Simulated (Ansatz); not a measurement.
System: zincblende BP, space group F-43m (No. 216), 2 atoms in the primitive cell, relaxed with r2SCAN; unstrained, cubic a = 4.537 Å. All lengths are scaled by the strain listed; symmetry fixes the atoms. Points keep the names and reduced coordinates of the unstrained primitive cell. Method: PBE, Ansatz PAW set, no spin polarisation, no spin-orbit coupling, 10×10×10 k mesh, 420 eV cutoff (Ansatz).

At 0 % the lowest conduction levels at the points plotted lie 1.33 eV (X), 2.15 eV (U), 3.41 eV (Γ) and 3.78 eV (L) above the valence top at Γ.

**How does each level move from −4 % to +4 %?**

X rises by 0.47 eV, U rises by 0.23 eV, Γ falls by 0.37 eV and L falls by 1.43 eV. Straight lines through the points have slopes of +59 at X, +29 at U, −46 at Γ and −178 at L (meV for each 1 % of strain). The points bend away from straight lines by up to 0.03 eV, so these are means over the range. The lowest is the one at X, over the whole range.

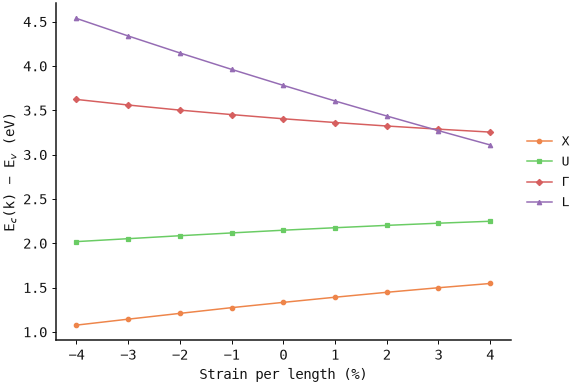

Lowest conduction level at each named k point, counted from the valence-band top at Γ. The names follow the standardised cell of this lattice; in reduced coordinates of the cell that was run, X is (−0.5, −0.5, 0), U is (−0.375, −0.375, 0.25) and L is (0, 0, 0.5).

| strain | X (eV) | U (eV) | Γ (eV) | L (eV) |
| --- | --- | --- | --- | --- |
| −4 % | 1.08 | 2.02 | 3.62 | 4.54 |
| −3 % | 1.14 | 2.05 | 3.56 | 4.34 |
| −2 % | 1.21 | 2.09 | 3.50 | 4.15 |
| −1 % | 1.27 | 2.12 | 3.45 | 3.96 |
| 0 % | 1.33 | 2.15 | 3.41 | 3.78 |
| +1 % | 1.39 | 2.18 | 3.36 | 3.61 |
| +2 % | 1.45 | 2.20 | 3.32 | 3.44 |
| +3 % | 1.50 | 2.23 | 3.29 | 3.27 |
| +4 % | 1.55 | 2.25 | 3.25 | 3.11 |

The smallest gap over all k points computed is 1.05, 1.10, 1.15, 1.19, 1.24, 1.28, 1.32, 1.36 and 1.39 eV in turn; it lies up to 0.15 eV under the lowest value plotted. LDA, GGA and most meta-GGA functionals understate gaps.
